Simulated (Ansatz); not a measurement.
```cif
data_structure
_symmetry_space_group_name_H-M 'P 1'
_symmetry_Int_Tables_number 1
_cell_length_a 5.7143
_cell_length_b 5.7143
_cell_length_c 22.6016
_cell_angle_alpha 90.000
_cell_angle_beta 90.000
_cell_angle_gamma 120.000
_cell_volume 639.14
loop_
_atom_site_label
_atom_site_type_symbol
_atom_site_fract_x
_atom_site_fract_y
_atom_site_fract_z
_atom_site_occupancy
Al1 Al 0.33333 0.16667 0.17698 1
Al2 Al 0.33333 0.66667 0.17698 1
Al3 Al 0.83333 0.16667 0.17698 1
Al4 Al 0.83333 0.66667 0.17698 1
Al5 Al 0.16667 0.33333 0.27878 1
Al6 Al 0.16667 0.83333 0.27878 1
Al7 Al 0.66667 0.33333 0.27878 1
Al8 Al 0.66667 0.83333 0.27878 1
Al9 Al 0.00000 0.00000 0.38058 1
Al10 Al 0.00000 0.50000 0.38058 1
Al11 Al 0.50000 0.00000 0.38058 1
Al12 Al 0.50000 0.50000 0.38058 1
H1 H 0.21211 0.42422 0.49561 1
H2 H 0.28789 0.57578 0.49561 1
```

Method: Ansatz, DFT PBE, scalar-relativistic, plane waves, PAW.

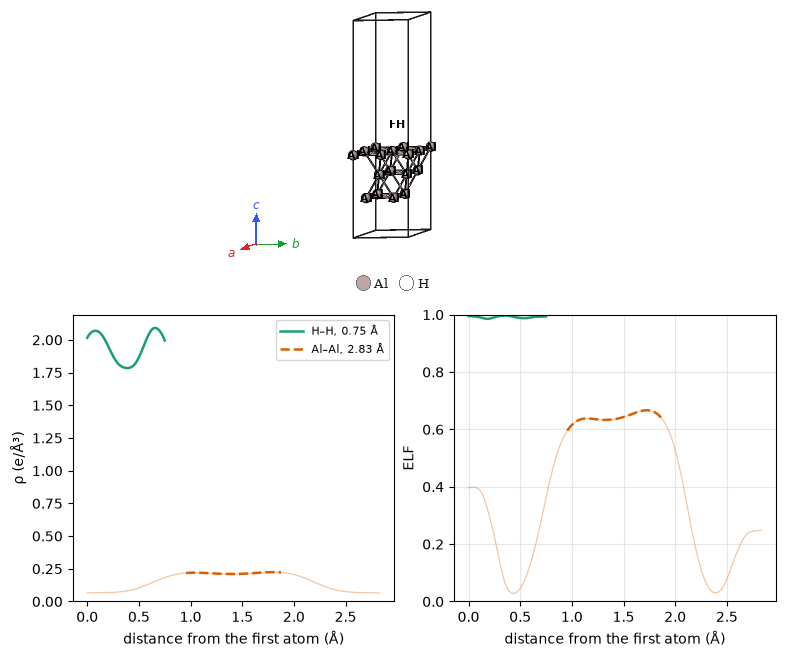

Al$_{6}$H (slab). Valence pseudo-density and electron localisation function along straight lines between neighbouring atoms. Thin, pale parts lie inside the atomic spheres. The structure is drawn too.

Core electrons are frozen (PAW), and the valence fields are smoothed inside the atomic spheres.

Q: Compare the contacts.

A: H–H (0.75 Å): ρ at the midpoint is about 1.8 e/Å³; the ELF peaks at about 1 between the atoms.
Al–Al (2.83 Å): the density is about 0.21 e/Å³ at the midpoint; the ELF peaks at about 0.65 between the atoms.
